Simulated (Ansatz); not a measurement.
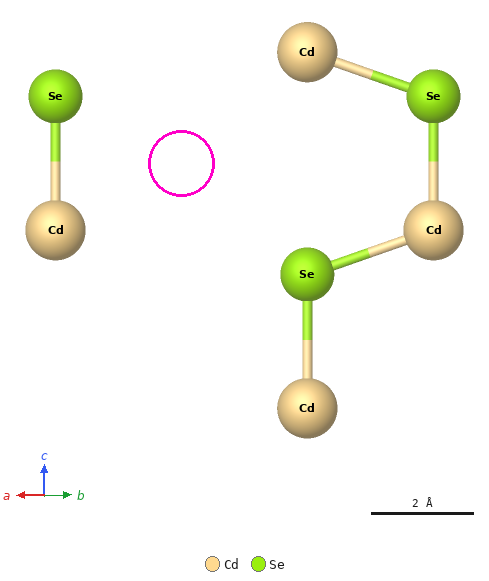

Perfect CdSe. Style: ball-and-stick. Shown: the atoms within 5.4 Å of one point, in a slice 4.2 Å thick across the line of sight, along [110].

Theory: DFT, PBEsol, PAW, plane waves in Ansatz. (plane-wave cutoff 420 eV; k-point mesh 1 × 1 × 1; mesh shifted by (0.25, 0.25, 0.25); collinear spin) Fermi-Dirac smearing of 0.01 eV. A uniform background neutralises the charged cell. The axes drawn are those of the host's conventional cell.

An extra selenium atom is put between the host's atoms (an interstitial) at the ringed place, in charge state +1. The supercell has 96 sites, and the atoms are relaxed at the host's cell.

Q: How do the neighbours respond?

A: The Se atom starts with 6 Cd at 2.81 to 3.32 Å, 6 Se at 2.81 to 3.31 Å around its place and ends with 6 Cd at 2.87 to 3.40 Å, 6 Se at 2.97 to 3.32 Å. Of the host's atoms, a cadmium atom moves furthest from its site, by 0.18 Å. The Se atom itself moves 0.06 Å from where it was put. The cell's net moment is 3.00 μB.

The relaxed defect, seen from the same direction:

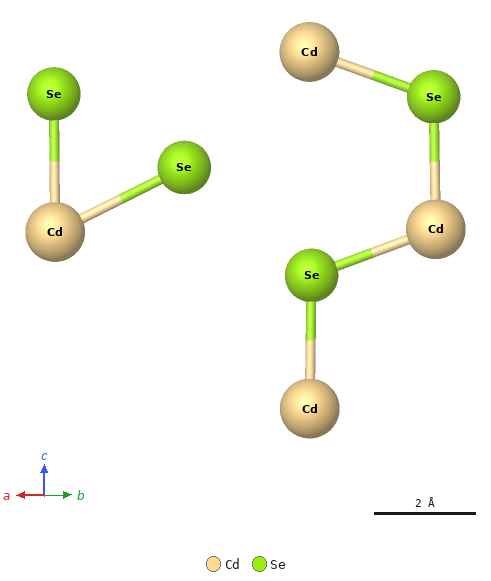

Limits of the set-up: the cell is charged, on a uniform background, and energies carry no finite-size correction.
